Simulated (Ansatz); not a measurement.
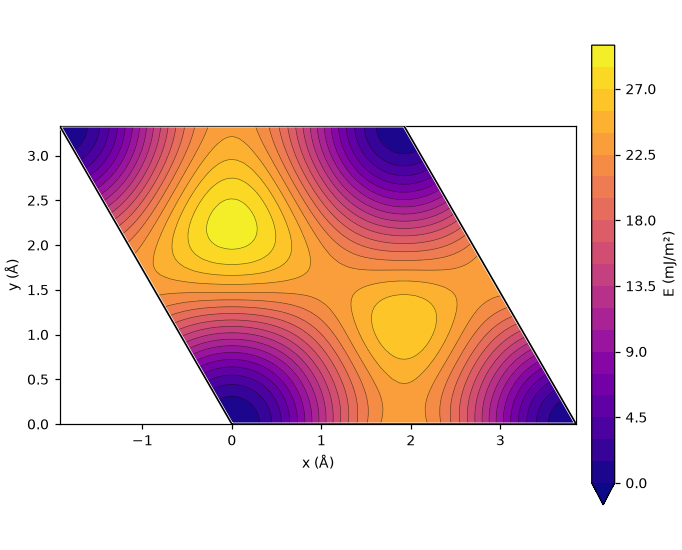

A bilayer of two Si sheets of the honeycomb type (4 atoms in the cell). The upper layer of a bilayer is slid over the lower one; relaxed at each slide: nothing; the origin of the map has Si4 above Si1; the distance between the facing planes is held at 4.40 Å. Places are given modulo a cell vector. The map is drawn in real space over the plane of the slide. The grid has 6 × 6 points; 10 points were computed and 26 follow by symmetry. All energies are given in mJ/m² relative to the lowest grid point. At a held distance the lowest stacking need not be the one that binds best once the distance relaxes. These are results of DFT PBE+D3(BJ), scalar-relativistic, plane waves, PAW (Ansatz), not measurements. Settings: cutoff 420 eV, k-mesh 9×9×1, gaussian smearing 0.1 eV, no spin polarisation.

The picture shows filled contours, the outline of one cell of the plane. Between grid points the surface is interpolated.

The lowest grid point is at (0/6, 0/6) of the cell vectors. It is the only kind of minimum in the scanned range. The highest grid point, (2/6, 4/6) of the cell vectors, lies 29.4 mJ/m² above the lowest. On the interpolated surface the easiest way out of the lowest well to its copy in the next cell or period passes a barrier of about 23 mJ/m². Facing atoms of the upper layer at the lowest point: Si above Si; at the highest: Si above Si of a deeper plane.

The scan is repeated with another setting: the distance between the facing planes is held at 3.85 Å; all else is set up alike.

**What does this change do to the map?**

The lowest place stays at (0/6, 0/6) of the cell vectors. The span from the lowest to the highest grid point grows from 29.4 to 117.9 mJ/m². The easiest pass out of the lowest well goes from about 23 to about 74 mJ/m² on the interpolated surfaces. Closer layers feel more of the short-range repulsion between facing atoms, which depends on the stacking. In the new map: facing atoms of the upper layer at the lowest point: Si above Si; at the highest: Si above Si of a deeper plane.

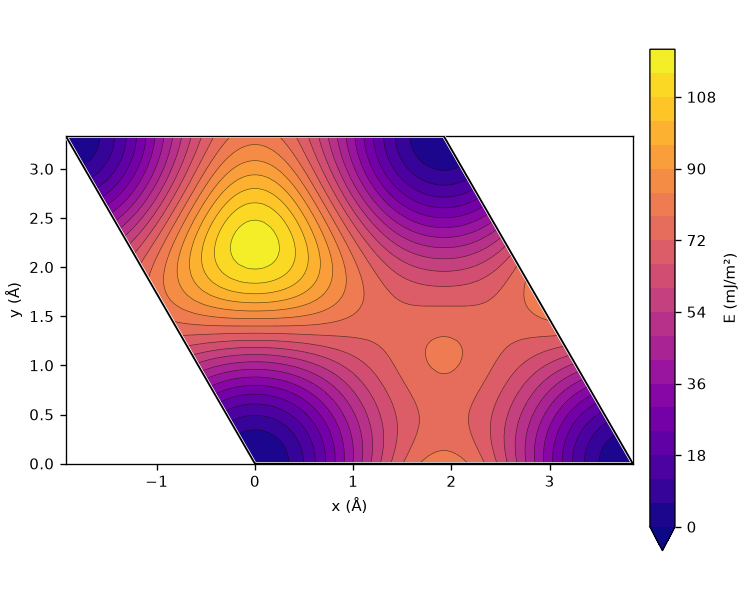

The map after the change, on a colour scale of its own. Drawn: filled contours, the outline of one cell of the plane. Between grid points the surface is interpolated.

PAW datasets: the set soft_1.
